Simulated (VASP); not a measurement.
SiO: geometry relaxation (part 2 of 2)

SiO (Pm-3m, 2 atoms in the cell); Kohn-Sham DFT of a periodic cell, r2SCAN with D3(BJ), VASP PAW PBE potentials, recommended, no spin polarisation (VASP 6.6.1); cutoff 600 eV, 9×9×9 k-mesh, Gaussian smearing of 0.05 eV. The structure was built on a prototype by a generator; it need not be a known phase.

Geometry of the input (Å; fractional positions):
```
2.8070  0.0000  0.0000
0.0000  2.8070  0.0000
0.0000  0.0000  2.8070
Si 0.0000  0.0000  0.0000
O  0.5000  0.5000  0.5000
```

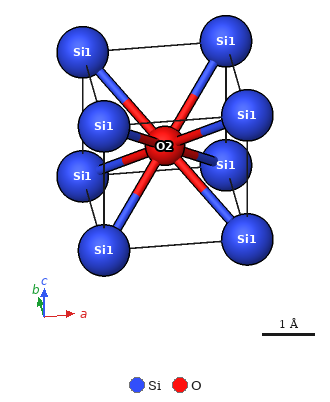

Figure 1. The geometry at step 1 of the log (ball-and-stick view of the cell of the calculation, seen at an oblique angle; atoms are numbered from 1 in the order of the input).

### Parts of OUTCAR, continued
```
   k-points           NKPTS =     35   k-points in BZ     NKDIM =     35   number of bands    NBANDS=      9
   number of dos      NEDOS =    301   number of ions     NIONS =      2
   total plane-waves  NPLWV =  13824
   dimension x,y,z NGX =    24 NGY =   24 NGZ =   24
   dimension x,y,z NGXF=    48 NGYF=   48 NGZF=   48
   ions per type =               1   1
   NGX,Y,Z   is equivalent  to a cutoff of  14.21, 14.21, 14.21 a.u.
   NGXF,Y,Z  is equivalent  to a cutoff of  28.43, 28.43, 28.43 a.u.
 SYSTEM =  unknown system
   PREC   = accura    normal or accurate (medium, high low for compatibility)
   ISTART =      0    job   : 0-new  1-cont  2-samecut
   ICHARG =      2    charge: 1-file 2-atom 10-const
   ISPIN  =      1    spin polarized calculation?
   LNONCOLLINEAR =      F non collinear calculations
   LSORBIT =      F    spin-orbit coupling
   LASPH  =      T    aspherical Exc in radial PAW
   ENCUT  =  600.0 eV  44.10 Ry    6.64 a.u.   5.61  5.61  5.61*2*pi/ulx,y,z
   NELM   =     60;   NELMIN=  2; NELMDL= -5     # of ELM steps
   EDIFF  = 0.1E-05   stopping-criterion for ELM
   LREAL  =      F    real-space projection
   EDIFFG = -.5E-02   stopping-criterion for IOM
   NSW    =     60    number of steps for IOM
   IBRION =      2    ionic relax: 0-MD 1-quasi-New 2-CG
   NFREE  =      1    steps in history (QN), initial steepest desc. (CG)
   ISIF   =      3    stress and relaxation
   ISYM   =      2    0-nonsym 1-usesym 2-fastsym
   POTIM  = 0.5000    time-step for ionic-motion
   TEBEG  =    0.0;   TEEND  =   0.0 temperature during run
   PSTRESS=    0.0 pullay stress
   NELECT =      10.0000    total number of electrons
   NUPDOWN=      -1.0000    fix difference up-down
   EMIN   =  10.00;   EMAX   =-10.00  energy-range for DOS
   EFERMI =   0.00;   METHOD = LEGACY
   ISMEAR =     0;   SIGMA  =   0.05  broadening in eV -4-tet -1-fermi 0-gaus
   EFERMI_NEDOS =   21; number of points for ismear=-14 and -15
   IALGO  =     38    algorithm
   IMIX   =      4    mixing-type and parameters
     AMIX     =   0.40;   BMIX     =  1.00
     AMIX_MAG =   1.60;   BMIX_MAG =  1.00
  volume/ion in A,a.u.               =      11.06        74.62
  Fermi-wavevector in a.u.,A,eV,Ry     =   1.256523  2.374484 21.481554  1.578850
  Thomas-Fermi vector in A             =   2.390227
   LORBIT       =      0    0 simple, 1 ext, 2 COOP (PROOUT), +10 PAW based schemes
   METAGGA = R2SCAN    functional components
   LHFCALC =     F    Hartree Fock is set to
   AEXX    =    0.0000 exact exchange contribution
   IVDW    =    12    specifies the selected vdW correction
   LEPSILON=     F    determine dielectric tensor
   LRPA    =     F    only Hartree local field effects (RPA)
 conjugate gradient relaxation of ions
 non-spin polarized calculation
 Gauss-broadening in eV      SIGMA  =   0.05
  energy-cutoff  :      600.00
  volume of cell :       22.12
 maximum number of plane-waves:       748
 NGX is ok and might be reduce to    24
   NGX = 11   NGY = 11   NGZ = 11

--------------------------------------- Ionic step        1  -------------------------------------------

 number of electron      10.0000005 magnetization

 Free energy of the ion-electron system (eV)
  ---------------------------------------------------
  ext. energy  EPLUGINS =         0.00000000
  ---------------------------------------------------
  free energy    TOTEN  =       -14.32319826 eV

  energy without entropy =      -14.32235183  energy(sigma->0) =      -14.32277505

------------------------ aborting loop because EDIFF is reached ----------------------------------------

 Edisp (eV)   -0.23144

 E8    (eV) :    -0.0645

  FORCE on cell =-STRESS in cart. coord.  units (eV):
  Direction    XX          YY          ZZ          XY          YZ          ZX
  --------------------------------------------------------------------------------------
  -------------------------------------------------------------------------------------
  Total      -0.20725    -0.20725    -0.20725    -0.00000    -0.00000    -0.00000
  in kB     -15.01360   -15.01360   -15.01360    -0.00000    -0.00000    -0.00000
  external pressure =      -15.01 kB  Pullay stress =        0.00 kB

 VOLUME and BASIS-vectors are now :
 -----------------------------------------------------------------------------
  energy-cutoff  :      600.00
  volume of cell :       22.12
      direct lattice vectors                 reciprocal lattice vectors
     2.806970000  0.000000000  0.000000000     0.356256034  0.000000000  0.000000000
     0.000000000  2.806970000  0.000000000     0.000000000  0.356256034  0.000000000
     0.000000000  0.000000000  2.806970000     0.000000000  0.000000000  0.356256034

 POSITION                                       TOTAL-FORCE (eV/Angst)
 -----------------------------------------------------------------------------------
      0.00000      0.00000      0.00000         0.000000      0.000000      0.000000
      1.40349      1.40349      1.40349         0.000000      0.000000      0.000000
 -----------------------------------------------------------------------------------
    total drift:                                0.000000     -0.000000     -0.000000

  FREE ENERGIE OF THE ION-ELECTRON SYSTEM (eV)
  ---------------------------------------------------
  free  energy   TOTEN  =       -14.5546379782 eV

  energy  without entropy=      -14.5537915457  energy(sigma->0) =      -14.55421476

--------------------------------------- Ionic step        2  -------------------------------------------

 number of electron      10.0000002 magnetization

------------------------ aborting loop because EDIFF is reached ----------------------------------------

 Edisp (eV)   -0.23367

 E8    (eV) :    -0.0652

  FORCE on cell =-STRESS in cart. coord.  units (eV):
  Direction    XX          YY          ZZ          XY          YZ          ZX
  --------------------------------------------------------------------------------------
  -------------------------------------------------------------------------------------
  Total       0.02931     0.02931     0.02931     0.00000    -0.00000    -0.00000
  in kB       2.15528     2.15528     2.15528     0.00000    -0.00000    -0.00000
  external pressure =        2.16 kB  Pullay stress =        0.00 kB

 VOLUME and BASIS-vectors are now :
 -----------------------------------------------------------------------------
  energy-cutoff  :      600.00
  volume of cell :       21.79
      direct lattice vectors                 reciprocal lattice vectors
     2.792937777  0.000000000 -0.000000000     0.358045929  0.000000000 -0.000000000
    -0.000000000  2.792937777 -0.000000000    -0.000000000  0.358045929  0.000000000
     0.000000000 -0.000000000  2.792937777     0.000000000  0.000000000  0.358045929

 POSITION                                       TOTAL-FORCE (eV/Angst)
 -----------------------------------------------------------------------------------
      0.00000      0.00000      0.00000        -0.000000     -0.000000      0.000000
      1.39647      1.39647      1.39647         0.000000      0.000000      0.000000
 -----------------------------------------------------------------------------------
    total drift:                                0.000000     -0.000000     -0.000000

  FREE ENERGIE OF THE ION-ELECTRON SYSTEM (eV)
  ---------------------------------------------------
  free  energy   TOTEN  =       -14.5560480744 eV

  energy  without entropy=      -14.5552016419  energy(sigma->0) =      -14.55562486

--------------------------------------- Ionic step        3  -------------------------------------------

 number of electron      10.0000003 magnetization

 Free energy of the ion-electron system (eV)
  ---------------------------------------------------
  ext. energy  EPLUGINS =         0.00000000
  ---------------------------------------------------
  free energy    TOTEN  =       -14.32267262 eV

  energy without entropy =      -14.32182619  energy(sigma->0) =      -14.32224940

 E-fermi :   8.2881     XC(G=0): -12.1434     alpha+bet :-14.4220

 val. band max:        7.9879797479   @ k =   0.4444   0.1111   0.0000
 cond. band min:       8.3033525656   @ k =   0.4444   0.1111   0.1111
 fundamental gap:      0.3153728177
 Fermi energy:         8.2881240559

 k-point     1 :       0.0000    0.0000    0.0000
  band No.  band energies     occupation
      1     -13.0163      2.00000
      2       0.9589      2.00000
      3       4.5978      2.00000
      4       4.5978      2.00000
      5       4.5978      2.00000
      6      14.6640      0.00000
      7      14.6640      0.00000
      8      16.9716      0.00000
      9      16.9716      0.00000

 k-point     2 :       0.1111    0.0000    0.0000
  band No.  band energies     occupation
      1     -12.8982      2.00000
      2       0.4558      2.00000
      3       4.6841      2.00000
      4       4.6841      2.00000
      5       4.7831      2.00000
      6      13.8286      0.00000
      7      14.8661      0.00000
      8      16.8217      0.00000
      9      16.8217      0.00000

 k-point     3 :       0.2222    0.0000    0.0000
  band No.  band energies     occupation
      1     -12.5765      2.00000
      2      -0.7235      2.00000
      3       4.9140      2.00000
      4       4.9140      2.00000
      5       5.3147      2.00000
      6      12.3977      0.00000
      7      15.4476      0.00000
      8      16.4054      0.00000
      9      16.4054      0.00000

 k-point     4 :       0.3333    0.0000    0.0000
  band No.  band energies     occupation
      1     -12.1601      2.00000
      2      -1.9707      2.00000
      3       5.1989      2.00000
      4       5.1989      2.00000
      5       6.1351      2.00000
      6      10.8625      0.00000
      7      15.8693      0.00000
      8      15.8693      0.00000
      9      16.3014      0.00000

 k-point     5 :       0.4444    0.0000    0.0000
  band No.  band energies     occupation
      1     -11.8487      2.00000
      2      -2.7652      2.00000
      3       5.4009      2.00000
      4       5.4009      2.00000
      5       7.0411      2.00000
      6       9.5613      0.00000
      7      15.4846      0.00000
      8      15.4846      0.00000
      9      17.0801      0.00000

 [... the levels of 18 k-points are left out ...]

 k-point    24 :       0.4444    0.3333    0.1111
  band No.  band energies     occupation
      1     -11.1979      2.00000
      2      -0.7213      2.00000
      3       1.5078      2.00000
      4       5.2730      2.00000
      5       5.4838      2.00000
      6      11.0172      0.00000
      7      11.8160      0.00000
      8      16.0128      0.00000
      9      19.2355      0.00000

 [... further k-points ...]

------------------------ aborting loop because EDIFF is reached ----------------------------------------

 Edisp (eV)   -0.23339

 E8    (eV) :    -0.0651

  FORCE on cell =-STRESS in cart. coord.  units (eV):
  Direction    XX          YY          ZZ          XY          YZ          ZX
  --------------------------------------------------------------------------------------
  -------------------------------------------------------------------------------------
  Total      -0.00453    -0.00453    -0.00453    -0.00000    -0.00000    -0.00000
  in kB      -0.33224    -0.33224    -0.33224    -0.00000    -0.00000    -0.00000
  external pressure =       -0.33 kB  Pullay stress =        0.00 kB

 VOLUME and BASIS-vectors are now :
 -----------------------------------------------------------------------------
  energy-cutoff  :      600.00
  volume of cell :       21.82
      direct lattice vectors                 reciprocal lattice vectors
     2.794498446  0.000000000 -0.000000000     0.357845967  0.000000000 -0.000000000
    -0.000000000  2.794498446 -0.000000000    -0.000000000  0.357845967  0.000000000
     0.000000000 -0.000000000  2.794498446     0.000000000  0.000000000  0.357845967

 POSITION                                       TOTAL-FORCE (eV/Angst)
 -----------------------------------------------------------------------------------
      0.00000      0.00000      0.00000        -0.000000     -0.000000      0.000000
      1.39725      1.39725      1.39725         0.000000      0.000000      0.000000
 -----------------------------------------------------------------------------------
    total drift:                                0.000000     -0.000000     -0.000000

  FREE ENERGIE OF THE ION-ELECTRON SYSTEM (eV)
  ---------------------------------------------------
  free  energy   TOTEN  =       -14.5560606521 eV

  energy  without entropy=      -14.5552142196  energy(sigma->0) =      -14.55563744

 reached required accuracy - stopping structural energy minimisation
```

### CONTCAR
```
SiO
   1.00000000000000
     2.7944984463947855    0.0000000000000000   -0.0000000000000000
    -0.0000000000000000    2.7944984463947855   -0.0000000000000000
     0.0000000000000000   -0.0000000000000000    2.7944984463947855
  Si              O
     1     1
Direct
     0.0000000000000000    0.0000000000000000    0.0000000000000000
     0.5000000000000000    0.5000000000000000    0.5000000000000000

  0.00000000E+00  0.00000000E+00  0.00000000E+00
  0.00000000E+00  0.00000000E+00  0.00000000E+00
```

### Trajectory as extended XYZ (Å, eV, eV/Å), 3 frames, from step=0 to step=2
```
2
Lattice="2.8070 0.0000 0.0000 0.0000 2.8070 0.0000 0.0000 0.0000 2.8070" Properties=species:S:1:pos:R:3:forces:R:3 step=0 energy=-14.55464
Si    0.0000    0.0000    0.0000    0.0000   0.0000   0.0000
O     1.4035    1.4035    1.4035    0.0000   0.0000   0.0000
2
Lattice="2.7929 0.0000 -0.0000 -0.0000 2.7929 -0.0000 0.0000 -0.0000 2.7929" Properties=species:S:1:pos:R:3:forces:R:3 step=1 energy=-14.55605
Si    0.0000    0.0000    0.0000    0.0000   0.0000   0.0000
O     1.3965    1.3965    1.3965    0.0000   0.0000   0.0000
2
Lattice="2.7945 0.0000 -0.0000 -0.0000 2.7945 -0.0000 0.0000 -0.0000 2.7945" Properties=species:S:1:pos:R:3:forces:R:3 step=2 energy=-14.55606
Si    0.0000    0.0000    0.0000    0.0000   0.0000   0.0000
O     1.3972    1.3972    1.3972    0.0000   0.0000   0.0000
```

### Key numbers

| quantity | value |
| --- | --- |
| outcome | converged |
| space group (tolerance 0.01 Å) | Pm-3m (221) |
| electrons treated | 10 |
| free energy | −14.5561 eV |
| dispersion energy | −0.2334 eV |
| Fermi energy | 8.288 eV |
| gap on the k-point mesh | none (metallic) |
| pressure | −0.03 GPa |
| final volume | 21.82 Å³ |
| largest force (length of the vector) at the end | under 0.001 eV/Å |
| final cell | a = 2.794 Å, b = 2.794 Å, c = 2.794 Å, α = 90.00°, β = 90.00°, γ = 90.00° |
| wall time | 32 s |
| peak memory | 0.12 GiB |
